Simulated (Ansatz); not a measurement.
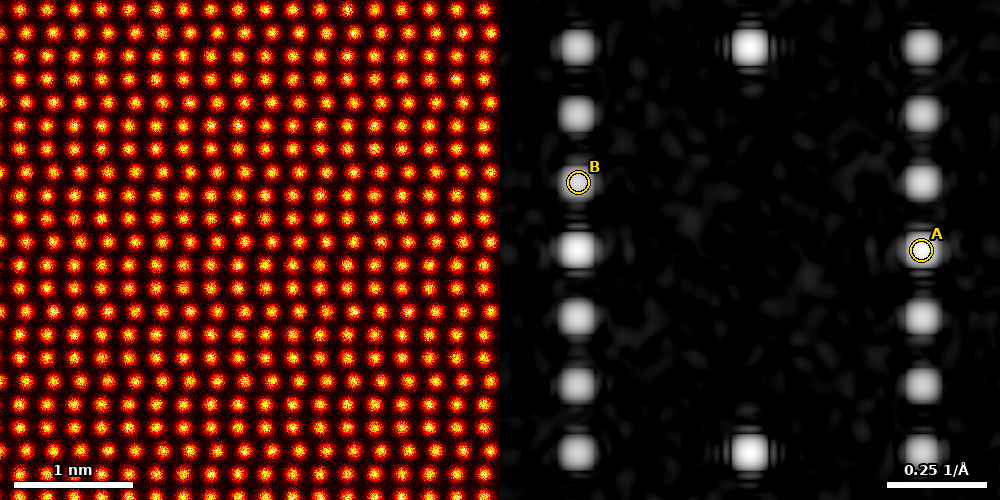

HAADF-like image of Te (P3_121, No. 152) along [210]. Simulation: incoherent imaging, intensity Z^1.6 per atom, probe width 0.94 Å, thin sample. Shot noise was added. Structure used: the input geometry of an electronic-structure calculation (not necessarily at equilibrium).

The right panel is the modulus of the image's Fourier transform on a logarithmic scale.

a = 4.628 Å, b = 4.628 Å, c = 5.902 Å, α = 90.00°, β = 90.00°, γ = 120.00°

**Index the marked spots and give their plane spacings (the zone axis points at the viewer; indices equivalent by symmetry, or all signs reversed, are as good).**

A: (1 -2 0), d = 2.31 Å; B: (-1 2 -1), d = 2.15 Å. A and B enclose 159°, and every spot obeys the zone law hu + kv + lw = 0 for [210].
